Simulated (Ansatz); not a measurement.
## Al8HO: single-point calculation

The run: single-point calculation of Al8HO (slab, 10 atoms in the cell). Method and program: DFT, PBEsol, plane waves, PAW, Ueff = 40 eV on Al p, no spin polarisation (Ansatz 0.2.0).

The structure derives from a Materials Project entry. Some settings of this run were made unusual or wrong on purpose.

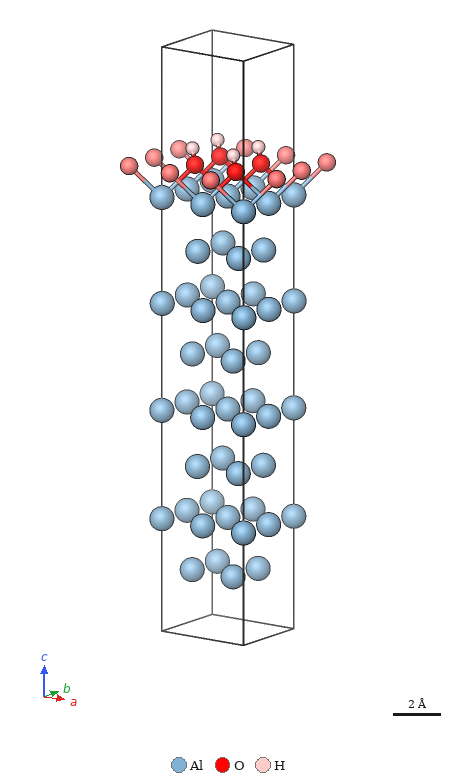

**Figure 1.** The input geometry (ball-and-stick view of the 2 × 2 repeat of the cell, with the vacuum cut short, seen slightly off an axis; neighbours outside the cell are drawn fainter). An atom can appear more than once, as a periodic image.

Outcome

```json
{"quantity": "outcome", "value": "converged"}
{"quantity": "electrons treated", "value": "31"}
{"quantity": "free energy", "value": "−4627.0149 eV"}
{"quantity": "Fermi energy", "value": "7.948 eV"}
{"quantity": "gap on the k-point mesh", "value": "none (metallic)"}
{"quantity": "largest force (length of the vector)", "value": "5.975 eV/Å"}
{"quantity": "hardware", "value": "2 threads of Intel Xeon @ 2.70GHz, 189 GiB of memory available, shared host"}
{"quantity": "wall time", "value": "60 s (CPU time 1.9 min)"}
{"quantity": "peak memory", "value": "0.95 GiB"}
```

What went wrong

The input was spoiled on purpose: an enormous or negative U (`hamiltonian.hubbard`). Such a U drives the occupations to unphysical values. The run converged all the same; its numbers are those of the faulty input and shouldn't be used. Notes on the run: the density in the vacuum is higher than it should be, so vacuum levels may be off.

The input
```yaml
crystal:
  lattice:
    - [2.8362844922, 0.0, 0.0]
    - [-1.4181422461, 2.4562944226, 0.0]
    - [0.0, 0.0, 36.1937615421]
  atoms:
    - { symbol: Al, position: [0.3333333333, 0.6666666667, 0.2348471018] }
    - { symbol: Al, position: [0.0, 0.0, 0.2992376836] }
    - { symbol: Al, position: [0.6666666667, 0.3333333333, 0.3636282653] }
    - { symbol: Al, position: [0.0, 0.0, 0.4280188471] }
    - { symbol: Al, position: [0.3391271026, 0.6626593139, 0.4913574447] }
    - { symbol: Al, position: [0.018116257, -0.0161266995, 0.5554347054] }
    - { symbol: Al, position: [0.6860343427, 0.3143409092, 0.6197361655] }
    - { symbol: Al, position: [0.0023368263, -0.0001551292, 0.681154675] }
    - { symbol: O, position: [-0.4955795719, -0.5003086779, 0.7191882895] }
    - { symbol: H, position: [-0.6555883253, -0.344900427, 0.735889224] }
basis:
  ecutwfc: 420
kpoints:
  mp_grid: { grid: [12, 12, 1] }
hamiltonian:
  xc: pbesol
  hubbard: { sites: [{ species: Al, l: p, u_eff: 40.0 }] }
scf:
  occupations: { method: gaussian, width: 0.1 }
  max_iter: 80
output:
  forces: true
  eigenvalues: true
efield:
  axis: 3
  dipole_correction: true
  ramp_width: 0.04
```

Run as:
```bash
ansatz run input.yaml --threads 2 --pin off --max-ram 5120MiB --backend cpu --events-out ev --progress --plain --runs-dir out
```

The program's output
```
Al: projections on atomic orbitals take those of the free atom [Ne] 3s2 3p1, of charge +0.00 (hamiltonian.pseudopotentials.projection_atoms); the dataset's partial waves leave at most 3.3e-8 of an orbital's norm unspanned inside its sphere
O: projections on atomic orbitals take those of the free atom [He] 2s2 2p4, of charge +0.00 (hamiltonian.pseudopotentials.projection_atoms); the dataset's partial waves leave at most 1.9e-8 of an orbital's norm unspanned inside its sphere
H: projections on atomic orbitals take those of the free atom 1s1, of charge +0.00 (hamiltonian.pseudopotentials.projection_atoms); the dataset's partial waves leave at most 1.2e-11 of an orbital's norm unspanned inside its sphere
Engine: ansatz 0.2.0, x86_64-unknown-linux-gnu
Pseudopotentials: kind: paw
Pseudopotential: Al, paw, valence charge 3, recommended cutoff 420 eV (normal), Al.paw.azcp
Pseudopotential: O, paw, valence charge 6, recommended cutoff 420 eV (normal), O.paw.azcp
Pseudopotential: H, paw, valence charge 1, recommended cutoff 420 eV (normal), H.paw.azcp
Functional definition: PBEsol
  exchange = pbesol_x
  correlation = pbesol_c
Crystal: 10 atoms, lattice volume = 252.153 Å³
Basis set: ecut = 420 eV, 4957 PW (Γ), exchange–correlation on 40×40×486 points (8 copies of the dense FFT grid, shifted against one another)
Bands: 26, of which v1, the nominal top of the filled ones, is band 16 counted from 1 (15 counted from 0)
Symmetry: 1 space group operations
Space group: P1 (ITA 1), of the structure as read, at distance tolerance 6.3e-5 Å
k-points: 74 of 144 (time reversal used)
Non-local potential: Al, projectors of the file, l = 0: 2, l = 1: 2, l = 2: 1
Non-local potential: O, projectors of the file, l = 0: 2, l = 1: 2, l = 2: 1
Non-local potential: H, projectors of the file, l = 0: 2, l = 1: 1
PAW form: soft (Blöchl's): semilocal exchange-correlation on the pseudo side does not see the compensation charge
PAW frozen core: Al, regenerated for the run's functional, and the local potential with it (the file was generated under x = pbe(κ = 0.804, μ = 0.2195149727645171), c = pbe(β = 0.06672455060314922))
PAW frozen core: O, regenerated for the run's functional, and the local potential with it (the file was generated under x = pbe(κ = 0.804, μ = 0.2195149727645171), c = pbe(β = 0.06672455060314922))
PAW one-centre angular grid: Al, 110 points (default); XC on 64 Gauss nodes
PAW one-centre angular grid: O, 110 points (default); XC on 64 Gauss nodes
PAW one-centre angular grid: H, 110 points (default); XC on 64 Gauss nodes
Initial density: superposition of atomic densities (neutral atoms: chi_scale 0, normalization atom)
Initial wavefunctions: pseudopotential atomic-orbital guess
Functional: x = pbesol(κ = 0.804, μ = 0.12345679012345678), c = pbesol(β = 0.046)
SCF iter   1: F=—  HF=-4620.725141 eV  |F-HF|=—  |Δ(HF+E_count)|=         —  Δρ=8.55e-2  dr2=3.97e2  ethr=3.10e-3  p=-0.000 e·Å  D=-3.48e-8 V/Å  ΔV_dip=0.00 eV  dr2_dipole=1.77e2  V_vac-E_F(+/−)=-0.74/-0.74 eV  ⟨swp⟩=15.9  Hψ=21132  notcnv=0
efield: sawtooth ramp at fractional position 0.9654 (placed from the atoms, in the widest stretch of the axis that holds none; the zero of the levels goes with the place), width 0.0400; the density the first Hamiltonian is built on has a dipole p = -0.000 e·Å; the dipole correction subtracts the counter field D = -3.48e-8 V/Å, which shifts the + side's vacuum level by +0.00 eV against the − side's; the planar-averaged density in the ramp window peaks in size at 1.5e-7 e/Å³
preconditioner: auto → LDOS  [metal: Δε(μ)=0.008 eV  Ē_g=9.360 eV  σ=0.100 eV  W_gap=0.05  n_scr=22 (ndim 8)  ℏωp=12.0 eV  f_vac=0.390  D(μ)=5.05/eV (n_scr^D=20)  β→1.0]
SCF iter   2: F=—  HF=-4628.837351 eV  |F-HF|=—  |Δ(HF+E_count)|=    8.11e0  Δρ=6.48e-2  dr2=1.78e1  ethr=3.10e-3  p=-0.001 e·Å  D=-4.72e-4 V/Å  ΔV_dip=0.02 eV  dr2_dipole=6.77e0  V_vac-E_F(+/−)=-0.15/-0.15 eV  ⟨swp⟩=8.5  Hψ=9559  notcnv=0  defer=246
SCF iter   3: F=—  HF=-4628.486441 eV  |F-HF|=—  |Δ(HF+E_count)|=   3.51e-1  Δρ=4.41e-2  dr2=5.14e0  ethr=3.10e-3  p=0.012 e·Å  D=8.91e-3 V/Å  ΔV_dip=-0.32 eV  dr2_dipole=1.82e0  V_vac-E_F(+/−)=1.60/1.87 eV  ⟨swp⟩=6.6  Hψ=8462  notcnv=0  defer=262
SCF iter   4: F=—  HF=-4627.088108 eV  |F-HF|=—  |Δ(HF+E_count)|=    1.40e0  Δρ=1.23e-2  dr2=3.76e-1  ethr=3.10e-3  p=-0.051 e·Å  D=-3.63e-2 V/Å  ΔV_dip=1.31 eV  dr2_dipole=2.64e-2  V_vac-E_F(+/−)=5.32/4.04 eV  ⟨swp⟩=5.0  Hψ=6661  notcnv=0  defer=275
SCF iter   5: F=—  HF=-4627.013179 eV  |F-HF|=—  |Δ(HF+E_count)|=   7.49e-2  Δρ=2.26e-3  dr2=4.36e-2  ethr=1.21e-3  p=0.046 e·Å  D=3.32e-2 V/Å  ΔV_dip=-1.20 eV  dr2_dipole=1.56e-2  V_vac-E_F(+/−)=2.41/3.62 eV  ⟨swp⟩=5.0  Hψ=4432  notcnv=0  defer=277
SCF iter   6: F=—  HF=-4627.019393 eV  |F-HF|=—  |Δ(HF+E_count)|=   6.21e-3  Δρ=7.68e-4  dr2=2.52e-2  ethr=1.41e-4  p=0.087 e·Å  D=6.24e-2 V/Å  ΔV_dip=-2.26 eV  dr2_dipole=9.46e-3  V_vac-E_F(+/−)=1.26/3.52 eV  ⟨swp⟩=4.7  Hψ=4511  notcnv=0  defer=262
SCF iter   7: F=—  HF=-4627.015798 eV  |F-HF|=—  |Δ(HF+E_count)|=   3.59e-3  Δρ=5.38e-4  dr2=1.04e-2  ethr=8.13e-5  p=0.067 e·Å  D=4.78e-2 V/Å  ΔV_dip=-1.73 eV  dr2_dipole=1.86e-3  V_vac-E_F(+/−)=1.81/3.53 eV  ⟨swp⟩=3.5  Hψ=2765  notcnv=0  defer=262
SCF iter   8: F=—  HF=-4627.015156 eV  |F-HF|=—  |Δ(HF+E_count)|=   6.42e-4  Δρ=2.13e-4  dr2=2.47e-3  ethr=3.35e-5  p=0.062 e·Å  D=4.42e-2 V/Å  ΔV_dip=-1.60 eV  dr2_dipole=3.11e-4  V_vac-E_F(+/−)=1.95/3.55 eV  ⟨swp⟩=2.9  Hψ=2270  notcnv=0  defer=255
SCF iter   9: F=—  HF=-4627.014885 eV  |F-HF|=—  |Δ(HF+E_count)|=   2.71e-4  Δρ=1.99e-4  dr2=2.09e-4  ethr=7.96e-6  p=0.052 e·Å  D=3.77e-2 V/Å  ΔV_dip=-1.36 eV  dr2_dipole=9.60e-6  V_vac-E_F(+/−)=2.19/3.56 eV  ⟨swp⟩=3.5  Hψ=3851  notcnv=0  defer=255
SCF iter  10: F=—  HF=-4627.014859 eV  |F-HF|=—  |Δ(HF+E_count)|=   2.66e-5  Δρ=6.10e-5  dr2=2.93e-5  ethr=6.73e-7  p=0.054 e·Å  D=3.86e-2 V/Å  ΔV_dip=-1.40 eV  dr2_dipole=9.36e-6  V_vac-E_F(+/−)=2.16/3.55 eV  ⟨swp⟩=3.1  Hψ=3507  notcnv=0  defer=236
SCF iter  11: F=—  HF=-4627.014922 eV  |F-HF|=—  |Δ(HF+E_count)|=   6.28e-5  Δρ=2.19e-5  dr2=4.14e-6  ethr=9.46e-8  p=0.053 e·Å  D=3.81e-2 V/Å  ΔV_dip=-1.38 eV  dr2_dipole=2.57e-6  V_vac-E_F(+/−)=2.18/3.55 eV  ⟨swp⟩=2.7  Hψ=2873  notcnv=0  defer=235
SCF iter  12: F=—  HF=-4627.014923 eV  |F-HF|=—  |Δ(HF+E_count)|=   1.17e-6  Δρ=8.54e-6  dr2=3.91e-7  ethr=1.34e-8  p=0.053 e·Å  D=3.79e-2 V/Å  ΔV_dip=-1.37 eV  dr2_dipole=1.24e-7  V_vac-E_F(+/−)=2.18/3.55 eV  ⟨swp⟩=2.9  Hψ=2863  notcnv=0  defer=234
SCF iter  13: F=-4627.014923 eV  HF=-4627.014923 eV  |F-HF|=5.31e-8  |Δ(HF+E_count)|=   5.75e-8  Δρ=3.28e-6  dr2=8.38e-8  ethr=3.23e-10  p=0.053 e·Å  D=3.78e-2 V/Å  ΔV_dip=-1.37 eV  dr2_dipole=1.38e-9  V_vac-E_F(+/−)=2.18/3.55 eV  ⟨swp⟩=31.3  Hψ=22759  notcnv=0
WARN: efield: at this solve's end the planar-averaged density reaches 1.46e-5 e/Å³ inside the ramp window [0.9377, 0.0330] (bound 1e-5 e/Å³); the window's nearer edge stands 7.31 Å from this solve's nearest atom along the axis. Its work functions, free energy, forces, stress, dipole, levels and responses can be off, and this figure does not tell by how much. A short vacuum, a low `basis.ecutwfc` or `basis.ecutrho_ratio` and negative occupations (`scf.occupations.method`) can put density there. See the manual's quickstart, § The vacuum guard
SCF 1 converged in 13 iterations: F = -4627.014923 eV  dr2 = 8.38e-8
  greatest PAW one-centre occupation: 0.893 electrons in one spin orbital (limit 2), on the O atom at site 8 (counted from 0), in its partial waves of l = 0
```

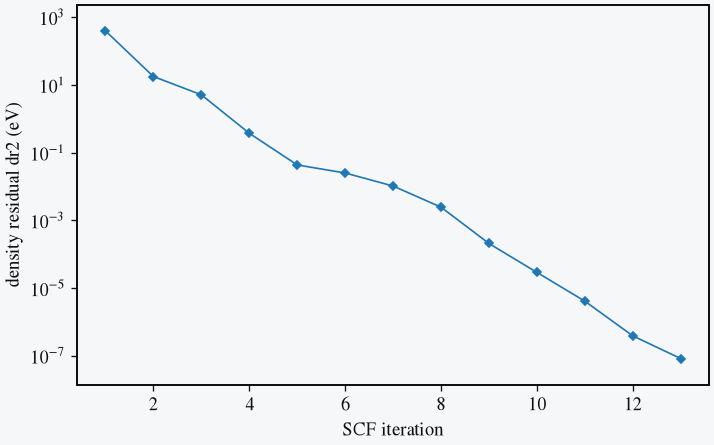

**Figure 2.** Convergence of the self-consistent field: density residual dr2 against the SCF iteration. The residual falls at every step.

```
SCF converged after 13 iterations
Free energy (F): -4627.014923 eV
Harris-Foulkes:  -4627.014923 eV  (|F-HF|=5.31e-8)
Internal energy: -4626.996083 eV  (E = F + TS)
E sigma→0 (E₀):  -4627.005503 eV
Entropy (-TS):   -0.018839 eV (-1.884 meV/atom)
Fermi energy:    7.947818 eV
Dipole field:    D = 0.037798 V/Å  (p = 0.052670 e·Å, saw-weighted, corrected)
Work function:   Φ+ = 2.1810 eV   Φ− = 3.5489 eV
Levels:          The Fermi level and band energies are counted from a zero that moves with the ramp; work functions are not
Vacuum region:   at the solve's end the planar-averaged density reaches 1.46e-5 e/Å³ inside the ramp window [0.9377, 0.0330] (bound 1e-5 e/Å³)
--- Per-component energies (eV) ---
  E_band       = -4.927144
  E_kinetic    = 492.982214
  E_local      = -13839.131453  (includes V_loc(G=0)·N_el)
  E_nonlocal   = 164.393234
  E_hartree    = 6780.811618
  E_xc         = -402.713720
  E_vxc        = -342.845085  (∫ρ·V_xc dr)
  E_hubbard    = 31.537887  (on-site DFT+U / exact-exchange correction)
  E_vhub       = 30.115028  (the Hubbard potential's part of the band-sum identity)
  E_paw        = -3794.090045  (= ΣΔE_a)
  E_vpaw       = -70.643081  (= ΣTr[D̂ρ^β])
  E_aug_tail   = 0.001340  (compensation charges beyond the density's cutoff)
  E_efield     = 0.000995  (sawtooth field / dipole correction)
  E_vefield    = -1.400040  (∫n·V_field dr)
  E_ewald      = 5939.023446
  E_core_change = 0.188400  (= ΣΔE_core)
  E_smearing   = -0.018839  (= −TS)
  E_closure    = -0.000000  (closes the sum)
  Σ components = -4627.014923   (vs F -4627.014923, Δ=0.00e0)
--- Forces (eV/Å), atoms counted from 1 ---
  atom   1  Al     0.01431737    -0.00879303    -5.97504476
  atom   2  Al    -0.00883059     0.00465623    -0.05708054
  atom   3  Al    -0.03808571     0.02138436    -0.09819611
  atom   4  Al     0.06673056    -0.03206005    -0.13893416
  atom   5  Al    -0.00859955     0.00311123     0.13767819
  atom   6  Al    -0.12967430     0.06809684     0.31018487
  atom   7  Al    -0.07111710     0.05192839    -0.16333414
  atom   8  Al    -0.11989200     0.07015828     4.33843433
  atom   9  O     -0.17863962     0.09045510     2.22798873
  atom  10  H      0.47391135    -0.26900796    -0.58179585
  max |Σ_I F_I| component: 1.20e-4 eV/Å
--- Band table (eV; the first three rows and the last of 74) ---
  k-point 0: bands = ["-14.2110", "-11.3950", "-8.7831", "-6.7871", "-5.8075", "-5.6262", "-5.5120", "-5.3153", "-4.5873", "1.0515", "3.4346", "3.6564", "7.7710", "9.6628", "10.3282", "10.3658", "10.3684", "10.4191", "10.5925", "10.6255", "10.6507", "10.6659", "10.9377", "10.9569", "10.9615", "11.2333"]
  k-point 1: bands = ["-13.5582", "-9.0440", "-7.3027", "-5.8606", "-5.0270", "-4.8305", "-4.7601", "-4.5621", "-4.0597", "1.0388", "3.2247", "3.8448", "7.8783", "9.1908", "9.3180", "9.6016", "9.9150", "9.9979", "10.3507", "10.6116", "10.8266", "10.9045", "11.0006", "11.1016", "11.3260", "11.4558"]
  k-point 2: bands = ["-13.0412", "-6.1352", "-5.2380", "-4.3736", "-3.7311", "-3.4241", "-3.2287", "-3.0785", "-3.0420", "0.7339", "2.9332", "4.1465", "7.3890", "7.6542", "7.8738", "8.2338", "8.7317", "9.1959", "9.9836", "10.2117", "10.6806", "10.8973", "11.1720", "11.4076", "11.6568", "11.9345"]
  k-point 73: bands = ["-13.3370", "-5.0957", "-4.3751", "-3.9924", "-3.3954", "-2.4815", "-1.8519", "-1.6425", "-1.3856", "0.5618", "2.9011", "4.0168", "4.9663", "5.2809", "5.6806", "6.9237", "7.6283", "7.8251", "8.1854", "8.5868", "8.9675", "10.0622", "10.5076", "10.6292", "11.2819", "11.8013"]
Occupation matrices written to [file]
```
